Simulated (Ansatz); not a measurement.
**Single-point calculation, with input and output: Eu**

System: Eu (2 atoms in the cell).
Method: DFT, r2SCAN, plane waves, PAW, spin-polarised (Ansatz 0.2.0).

The structure derives from an entry of the Crystallography Open Database. Figures and captions count atoms from 1; the log counts them from 0 in places.

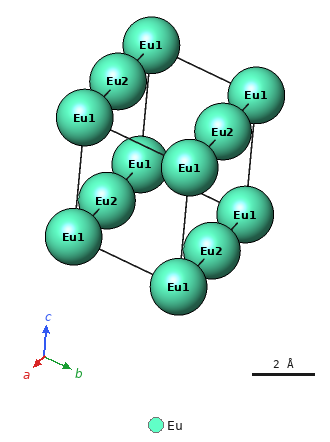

The structure (spheres-only view of the cell of the calculation, seen slightly off an axis; atoms are numbered from 1 in the order of the input).

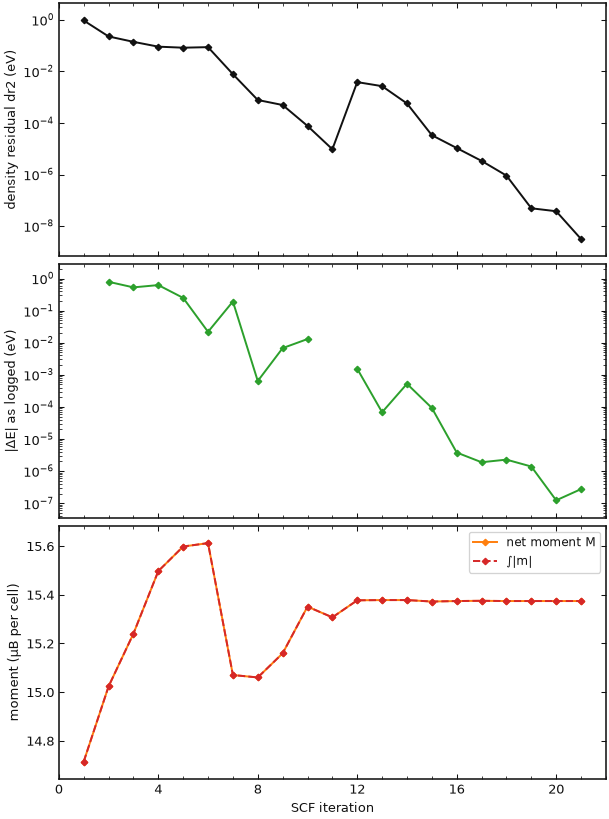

Convergence of the self-consistent field: density residual dr2, size of the energy change and magnetic moment against the SCF iteration. The residual comes down, with one marked jump up, by a factor of about 400, at step 12. The net moment goes from 14.7 to 15.4 μB per cell.

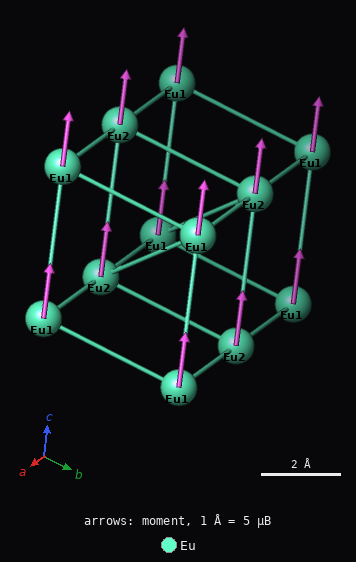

Magnetic moments of the sites as pink arrows (ball-and-stick view of the cell of the calculation, seen slightly off an axis; atoms are numbered from 1 in the order of the input); small moments hardly show. The run is collinear, so the axis drawn is arbitrary. Site moments: Eu1, Eu2 (7.24 μB). They are counted near the atoms and needn't add up to the moment of the cell.

The input that produced these results follows, with the program's output.

Input file
```yaml
crystal:
  lattice:
    - [-4.52399988, 4.52399988, 4.52399988]
    - [2.26199994, -2.26199994, 2.26199994]
    - [2.26199994, 2.26199994, -2.26199994]
  atoms:
    - { symbol: Eu, position: [0.0, 0.0, 0.0], spin: 7.3 }
    - { symbol: Eu, position: [0.5, 0.0, 0.0], spin: 7.3 }
kpoints:
  mp_grid: { grid: [3, 6, 6], shift: [0, 0, 0] }
magnetization:
  spin_polarized: true
scf:
  occupations: { method: cold, width: 0.0776 }
  n_extra_bands: 32
  mixing: { preconditioner: kerker }
hamiltonian:
  pseudopotentials: { kind: paw }
  xc: r2scan
basis:
  ecutwfc: 500
output:
  forces: true
  stress: true
  eigenvalues: true
```

Launch command:
```bash
ansatz run input.yaml --threads 1 --pin off --max-ram 2560MiB --backend cpu --events-out ev --progress --plain --runs-dir out
```

The program's output
```
Warning: where an SCF of this run starts from atoms to list the orders of its open shells, Eu (sites 0, 1, from 0) starts with 6.32 μB on its 4f shell and 0.68 μB on its 5d shell, in the place of the 7.30 μB that the deck gives it: its open shells can hold no more by Hund's first rule. To start from spheres of the given moment, type scf.initial_density.shell_occupations: []
scf.n_extra_bands = 32 over 17 filled bands (N_el = 34.0): the run solves 49 bands
Engine: ansatz 0.2.0, x86_64-unknown-linux-gnu
Pseudopotentials: kind: paw
Pseudopotential: Eu, paw, valence charge 17, recommended cutoff 500 eV (meta_gga), Eu.paw.azcp
Functional definition: r2SCAN
  parameter k0 = 0.174
  parameter k1 = 0.065
  parameter a1 = 4.9479
  exchange = r2scan_x(k0 = k0, k1 = k1, a1 = a1)
  correlation = r2scan_c
Crystal: 2 atoms, lattice volume = 92.591 Å³
Basis set: ecut = 500 eV, 2385 PW (Γ), exchange–correlation on 240×120×120 points (64 copies of the dense FFT grid, shifted against one another)
Bands: 49, of which v1, the nominal top of the filled ones, is band 17 counted from 1 (16 counted from 0)
Symmetry: 16 space group operations
Space group: Im-3m (ITA 229), of the structure as read, at distance tolerance 4.5e-5 Å
Magnetic group: BNS 229.140 (UNI 1642), of the structure as read, at distance tolerance 4.5e-5 Å
k-points: 26 of 108
Non-local potential: Eu, projectors of the file, l = 0: 3, l = 1: 2, l = 2: 2, l = 3: 3
PAW form: soft (Blöchl's): semilocal exchange-correlation on the pseudo side does not see the compensation charge
PAW frozen core: Eu, regenerated for the run's functional (the file was generated under x = pbe(κ = 0.804, μ = 0.2195149727645171), c = pbe(β = 0.06672455060314922))
PAW one-centre angular grid: Eu, 2702 points (default); XC on 160 Gauss nodes
Initial density: superposition of atomic densities (chi_scale 0.1, normalization cell)
Starting moments: Σ|m| = 14.6 μB on 2 of 2 sites
Initial wavefunctions: pseudopotential atomic-orbital guess
Functional: x = r2scan, c = r2scan; τ floored in thin density (d = 2e-4 eV/Å³)
spin=Collinear: Kerker preconditioning applied to the charge; magnetization (m = ρ↑ − ρ↓) channel mixes plain (no charge-response kernel on spin).
iter 1 solved again at ethr=2.48e-3 eV; its pass at ethr=3.10e-3 eV (dr2=8.43e-1 eV) is discarded
SCF iter   1: F=—  HF=-17557.946867 eV  |F-HF|=—  |Δ(HF+E_count)|=         —  Δρ=5.29e-2 (↑5.29e-2 ↓2.05e-2)  dr2=9.49e-1  dr2_τ=4.60e-3  dr2_m=1.09e0  M=14.714 μB ∫|m|=14.714 μB  β_m=1.00  ethr=2.48e-3  ⟨swp⟩=6.9  Hψ=17087  notcnv=0  defer=1
Mixer restart at iter 1: flushing history
SCF iter   2: F=—  HF=-17558.735651 eV  |F-HF|=—  |Δ(HF+E_count)|=   7.89e-1  Δρ=9.86e-3 (↑8.77e-3 ↓9.86e-3)  dr2=2.28e-1  dr2_τ=1.81e-2  dr2_m=7.48e-3  M=15.023 μB ∫|m|=15.023 μB  β_m=1.00  ethr=2.48e-3  ⟨swp⟩=2.6  Hψ=4571  notcnv=0  defer=915  κ⁻¹=1.0e0(r=1)
SCF iter   3: F=—  HF=-17559.264221 eV  |F-HF|=—  |Δ(HF+E_count)|=   5.29e-1  Δρ=7.60e-3 (↑7.60e-3 ↓6.26e-3)  dr2=1.41e-1  dr2_τ=1.73e-3  dr2_m=1.29e-3  M=15.240 μB ∫|m|=15.240 μB  β_m=1.00  ethr=6.71e-4  ⟨swp⟩=2.7  Hψ=4243  notcnv=0  defer=924  κ⁻¹=2.1e-2(r=2)
SCF iter   4: F=—  HF=-17559.888708 eV  |F-HF|=—  |Δ(HF+E_count)|=   6.24e-1  Δρ=7.30e-3 (↑7.30e-3 ↓3.10e-3)  dr2=9.16e-2  dr2_τ=5.94e-4  dr2_m=5.27e-3  M=15.497 μB ∫|m|=15.497 μB  β_m=1.00  ethr=4.14e-4  ⟨swp⟩=3.3  Hψ=4658  notcnv=0  defer=928  κ⁻¹=4.2e-3(r=3)
SCF iter   5: F=—  HF=-17560.137785 eV  |F-HF|=—  |Δ(HF+E_count)|=   2.49e-1  Δρ=6.55e-3 (↑6.55e-3 ↓2.61e-3)  dr2=8.35e-2  dr2_τ=3.29e-4  dr2_m=4.99e-3  M=15.598 μB ∫|m|=15.598 μB  β_m=1.00  ethr=2.70e-4  ⟨swp⟩=2.6  Hψ=4303  notcnv=0  defer=939  κ⁻¹=3.8e-4(r=4)
SCF iter   6: F=—  HF=-17560.115973 eV  |F-HF|=—  |Δ(HF+E_count)|=   2.18e-2  Δρ=6.82e-3 (↑6.82e-3 ↓2.62e-3)  dr2=8.77e-2  dr2_τ=3.23e-4  dr2_m=5.57e-3  M=15.612 μB ∫|m|=15.612 μB  β_m=1.00  ethr=2.46e-4  ⟨swp⟩=1.5  Hψ=2805  notcnv=0  defer=939  κ⁻¹=1.6e-5(r=5)
SCF iter   7: F=—  HF=-17560.308389 eV  |F-HF|=—  |Δ(HF+E_count)|=   1.92e-1  Δρ=1.80e-3 (↑1.80e-3 ↓1.44e-3)  dr2=7.85e-3  dr2_τ=2.19e-4  dr2_m=1.19e-3  M=15.070 μB ∫|m|=15.070 μB  β_m=1.00  ethr=2.46e-4  ⟨swp⟩=3.0  Hψ=4586  notcnv=0  defer=939  κ⁻¹=6.9e-6(r=6)
SCF iter   8: F=—  HF=-17560.309030 eV  |F-HF|=—  |Δ(HF+E_count)|=   6.41e-4  Δρ=1.45e-3 (↑1.45e-3 ↓1.30e-3)  dr2=7.82e-4  dr2_τ=8.10e-5  dr2_m=1.21e-3  M=15.060 μB ∫|m|=15.060 μB  β_m=1.00  ethr=2.31e-5  ⟨swp⟩=2.7  Hψ=4289  notcnv=0  defer=953  κ⁻¹=6.9e-6(r=7)
SCF iter   9: F=—  HF=-17560.315809 eV  |F-HF|=—  |Δ(HF+E_count)|=   6.78e-3  Δρ=9.60e-4 (↑9.60e-4 ↓9.38e-4)  dr2=4.99e-4  dr2_τ=3.88e-5  dr2_m=5.79e-4  M=15.159 μB ∫|m|=15.159 μB  β_m=1.00  ethr=2.30e-6  ⟨swp⟩=2.0  Hψ=3943  notcnv=0  defer=950  κ⁻¹=2.9e-6(r=8)
SCF iter  10: F=—  HF=-17560.328834 eV  |F-HF|=—  |Δ(HF+E_count)|=   1.30e-2  Δρ=4.45e-4 (↑4.45e-4 ↓3.88e-4)  dr2=7.71e-5  dr2_τ=8.88e-6  dr2_m=9.64e-5  M=15.351 μB ∫|m|=15.351 μB  β_m=1.00  ethr=1.47e-6  ⟨swp⟩=2.2  Hψ=3944  notcnv=0  defer=949  κ⁻¹=8.6e-5(r=8)
SCF iter  11: F=—  HF=-17560.323843 eV  |F-HF|=—  |Δ(HF+E_count)|=         —  Δρ=8.52e-4 (↑8.52e-4 ↓8.30e-4)  dr2=9.61e-6  dr2_τ=3.05e-5  dr2_m=5.97e-4  M=15.307 μB ∫|m|=15.307 μB  β_m=1.20  ethr=2.27e-7  ⟨swp⟩=2.6  Hψ=3973  notcnv=0  defer=952
Mixer restart at iter 11: flushing history
iteration 11: the input's own smearing fills from here on; a Gaussian of 0.0776 eV has filled iterations ahead of it
SCF iter  12: F=—  HF=-17560.325382 eV  |F-HF|=—  |Δ(HF+E_count)|=   1.54e-3  S|Δr|=    0.00e0  Δρ=2.14e-3 (↑2.14e-3 ↓5.52e-4)  dr2=3.86e-3  dr2_τ=8.02e-6  dr2_m=1.16e-3  M=15.377 μB ∫|m|=15.377 μB  β_m=1.20  ethr=2.83e-8  ⟨swp⟩=3.1  Hψ=3636  notcnv=0  defer=942  κ⁻¹=1.0e0(r=1)
SCF iter  13: F=—  HF=-17560.325450 eV  |F-HF|=—  |Δ(HF+E_count)|=   6.82e-5  S|Δr|=    0.00e0  Δρ=1.65e-3 (↑1.65e-3 ↓4.89e-4)  dr2=2.69e-3  dr2_τ=9.04e-6  dr2_m=6.36e-4  M=15.378 μB ∫|m|=15.378 μB  β_m=1.20  ethr=2.83e-8  ⟨swp⟩=2.0  Hψ=2434  notcnv=0  defer=942  κ⁻¹=6.1e-3(r=2)
SCF iter  14: F=—  HF=-17560.325974 eV  |F-HF|=—  |Δ(HF+E_count)|=   5.24e-4  S|Δr|=    0.00e0  Δρ=7.00e-4 (↑7.00e-4 ↓2.10e-4)  dr2=5.73e-4  dr2_τ=8.30e-7  dr2_m=1.10e-4  M=15.378 μB ∫|m|=15.378 μB  β_m=1.20  ethr=2.83e-8  ⟨swp⟩=2.4  Hψ=2610  notcnv=0  defer=942  κ⁻¹=2.0e-3(r=3)
SCF iter  15: F=—  HF=-17560.326067 eV  |F-HF|=—  |Δ(HF+E_count)|=   9.29e-5  S|Δr|=    0.00e0  Δρ=1.23e-4 (↑1.23e-4 ↓7.71e-5)  dr2=3.37e-5  dr2_τ=3.07e-7  dr2_m=4.24e-6  M=15.372 μB ∫|m|=15.372 μB  β_m=1.20  ethr=2.83e-8  ⟨swp⟩=2.1  Hψ=2548  notcnv=0  defer=942  κ⁻¹=5.7e-4(r=4)
SCF iter  16: F=—  HF=-17560.326063 eV  |F-HF|=—  |Δ(HF+E_count)|=   3.79e-6  S|Δr|=    0.00e0  Δρ=7.37e-5 (↑7.37e-5 ↓4.69e-5)  dr2=1.07e-5  dr2_τ=8.50e-8  dr2_m=1.91e-6  M=15.374 μB ∫|m|=15.374 μB  β_m=1.20  ethr=2.83e-8  ⟨swp⟩=2.0  Hψ=2346  notcnv=0  defer=942  κ⁻¹=2.2e-4(r=5)
SCF iter  17: F=—  HF=-17560.326061 eV  |F-HF|=—  |Δ(HF+E_count)|=   1.89e-6  S|Δr|=    0.00e0  Δρ=6.83e-5 (↑6.83e-5 ↓1.98e-5)  dr2=3.39e-6  dr2_τ=1.69e-8  dr2_m=1.04e-6  M=15.375 μB ∫|m|=15.375 μB  β_m=1.20  ethr=2.83e-8  ⟨swp⟩=2.1  Hψ=2424  notcnv=0  defer=942  κ⁻¹=1.9e-5(r=6)
SCF iter  18: F=—  HF=-17560.326063 eV  |F-HF|=—  |Δ(HF+E_count)|=   2.28e-6  S|Δr|=    0.00e0  Δρ=3.67e-5 (↑3.67e-5 ↓1.76e-5)  dr2=9.13e-7  dr2_τ=1.52e-8  dr2_m=3.99e-7  M=15.374 μB ∫|m|=15.374 μB  β_m=1.20  ethr=9.97e-9  ⟨swp⟩=1.9  Hψ=2286  notcnv=0  defer=942  κ⁻¹=2.2e-6(r=7)
SCF iter  19: F=—  HF=-17560.326065 eV  |F-HF|=—  |Δ(HF+E_count)|=   1.39e-6  S|Δr|=    0.00e0  Δρ=7.74e-6 (↑7.74e-6 ↓3.46e-6)  dr2=4.92e-8  dr2_τ=7.47e-10  dr2_m=8.02e-9  M=15.374 μB ∫|m|=15.374 μB  β_m=1.20  ethr=2.94e-10  ⟨swp⟩=12.8  Hψ=18722  notcnv=0  κ⁻¹=3.9e-7(r=8)
SCF iter  20: F=—  HF=-17560.326065 eV  |F-HF|=—  |Δ(HF+E_count)|=   1.23e-7  S|Δr|=    0.00e0  Δρ=7.96e-6 (↑7.96e-6 ↓3.57e-6)  dr2=3.78e-8  dr2_τ=8.52e-10  dr2_m=1.37e-8  M=15.374 μB ∫|m|=15.374 μB  β_m=1.20  ethr=1.45e-10  ⟨swp⟩=4.4  Hψ=6963  notcnv=0  κ⁻¹=7.0e-7(r=8)
SCF iter  21: F=-17560.326065 eV  HF=-17560.326065 eV  |F-HF|=9.65e-9  |Δ(HF+E_count)|=   2.75e-7  S|Δr|=    0.00e0  Δρ=1.67e-6 (↑1.67e-6 ↓1.40e-6)  dr2=3.16e-9  dr2_τ=7.73e-11  dr2_m=3.58e-10  M=15.374 μB ∫|m|=15.374 μB  ethr=1.11e-10  ⟨swp⟩=5.0  Hψ=8798  notcnv=0
SCF 1 converged in 21 iterations: F = -17560.326065 eV  dr2 = 3.16e-9
  greatest PAW one-centre occupation: 0.998 electrons in one spin orbital (limit 2), on the Eu atom at site 1 (counted from 0), in its partial waves of l = 0
this state was not tested for a lower state beside it, because cold or Methfessel-Paxton smearing, or corrected tetrahedra, fill the levels in a way that the test cannot read (fill_not_monotonic; see scf.lower_state_search)
SCF converged after 21 iterations
Magnetization: 15.3737 μB (24.6868 up, 9.3132 down)
Absolute magnetization: 15.3737 μB (∫|ρ↑−ρ↓|, with the PAW one-centre terms)
Spin contamination: 0.0161 ħ² per cell (⟨S²⟩ above its minimum at these occupations)
Per-site moments (μB) at R_I (Å): [(7.243728819696196, 1.6161332644040727), (7.243728819696196, 1.6161332644040727)]
Free energy (F): -17560.326065 eV
Harris-Foulkes:  -17560.326065 eV  (|F-HF|=9.65e-9)
Internal energy: -17560.330815 eV  (E = F + TS)
E sigma→0 (E₀):  -17560.327649 eV
Entropy (-TS):   0.004750 eV (2.375 meV/atom)
Fermi energy:    8.097278 eV
--- Per-component energies (eV) ---
  E_band       = -139.761762
  E_kinetic    = 695.685027
  E_local      = -4490.008432  (includes V_loc(G=0)·N_el)
  E_nonlocal   = 953.671018
  E_hartree    = 1783.749089
  E_xc         = -337.005615
  E_vxc        = -444.542390  (∫ρ·V_xc dr)
  E_paw        = -12819.357072  (= ΣΔE_a)
  E_vpaw       = -448.381007  (= ΣTr[D̂ρ^β])
  E_aug_tail   = 0.000000  (compensation charges beyond the density's cutoff)
  E_vtau       = 26.317869  (kinetic-family band-sum trace: ∫τ·v_τ [+ j·A + Jᵃ·Aᵃ] dr)
  E_ewald      = -3347.626318
  E_core_change = 0.561487  (= ΣΔE_core)
  E_smearing   = 0.004750  (= −TS)
  E_closure    = 0.000000  (closes the sum)
  Σ components = -17560.326065   (vs F -17560.326065, Δ=0.00e0)
--- Forces (eV/Å), atoms counted from 1 ---
  atom   1  Eu     0.00000000     0.00000000     0.00000000
  atom   2  Eu     0.00000000     0.00000000     0.00000000
  max |Σ_I F_I| component: 1.23e-29 eV/Å
--- Stress (GPa, compression-positive) ---
       -0.651044      -0.000000       0.000000
        0.000000      -0.651043       0.000001
        0.000000       0.000001      -0.651043
  P = ⅓ Tr σ = -0.6510 GPa (-6.510 kbar)
--- Band table (eV; the first three rows and the last of 52) ---
  k-point 0 ↑: bands = ["-34.9594", "-34.9355", "-13.3104", "-13.0836", "-12.9803", "-12.9778", "-12.9778", "-12.9778", "3.4805", "6.3703", "7.4704", "7.4884", "7.5101", "7.5154", "7.5154", "7.5154", "7.6074", "7.6114", "7.6114", "7.6114", "7.6242", "7.6305", "7.6410", "7.6429", "8.4249", "8.7700", "10.1842", "10.1842", "10.1842", "11.5783", "11.5935", "11.5935", "12.2342", "13.7976", "15.0317", "15.2490", "17.4414", "17.4414", "17.4414", "17.6288", "21.6898", "22.8998", "22.9082", "22.9432", "22.9432", "23.7857", "23.7857", "23.7857", "25.2106"]
  k-point 1 ↑: bands = ["-34.9534", "-34.9355", "-13.2682", "-13.1032", "-13.0640", "-13.0051", "-13.0045", "-12.9784", "4.0704", "6.5193", "7.4767", "7.4953", "7.5124", "7.5200", "7.5220", "7.5360", "7.5866", "7.5873", "7.5876", "7.6020", "7.6020", "7.6226", "7.6262", "7.6427", "8.2858", "8.7652", "9.7652", "9.7789", "10.7957", "11.2873", "11.4884", "11.6373", "12.1857", "13.6342", "14.7780", "16.3435", "17.5084", "17.7467", "18.4294", "18.5362", "20.4706", "20.8863", "20.8864", "22.1861", "22.5708", "23.6633", "24.2060", "25.2694", "26.3137"]
  k-point 2 ↑: bands = ["-34.9415", "-34.9355", "-13.2682", "-13.2301", "-13.1032", "-13.0574", "-13.0051", "-12.9796", "5.4902", "6.5193", "7.4767", "7.4953", "7.4989", "7.5036", "7.5220", "7.5304", "7.5678", "7.5873", "7.5956", "7.6020", "7.6145", "7.6229", "7.6262", "7.6427", "8.2858", "8.7400", "8.7652", "9.0780", "11.4884", "11.5792", "11.9178", "12.1857", "12.3995", "13.6342", "14.7780", "16.3003", "16.3057", "16.3435", "17.5084", "19.6277", "20.8863", "21.0546", "21.7922", "21.9554", "22.1861", "23.1356", "23.6633", "25.2694", "26.3137"]
  k-point 25 ↓: bands = ["-31.1664", "-31.1473", "-10.4951", "-10.3664", "-10.3055", "-10.2759", "-10.2415", "-10.2415", "6.1284", "8.7853", "9.4458", "9.4838", "11.0470", "11.0470", "11.0827", "11.9001", "13.1255", "13.6602", "13.7655", "13.8424", "13.8424", "13.8574", "13.8740", "13.9128", "13.9417", "14.0025", "14.0045", "14.0547", "14.0594", "14.1262", "14.1417", "14.1417", "14.2593", "15.0971", "16.6775", "17.9595", "18.0409", "19.0186", "20.6476", "20.7907", "20.7907", "22.8455", "23.3587", "23.3587", "24.2052", "24.3981", "25.7195", "26.2917", "27.3662"]
```

Results in brief

```tsv
quantity	value
outcome	converged
space group (tolerance 0.01 Å)	Im-3m (229)
electrons treated	34
free energy	−17560.3261 eV
Fermi energy	8.097 eV
net moment of the cell	15.37 μB
integrated absolute moment	15.37 μB
pressure	−0.65 GPa
largest force (length of the vector)	under 0.001 eV/Å
hardware	1 thread of an x86-64 CPU, shared host
wall time	26 s
peak memory	0.8 GiB
```

Notes

Settings chosen away from the usual ones: scf.n_extra_bands set to 32; scf.mixing.preconditioner set to kerker. The program warns: the state was not tested for a lower one.
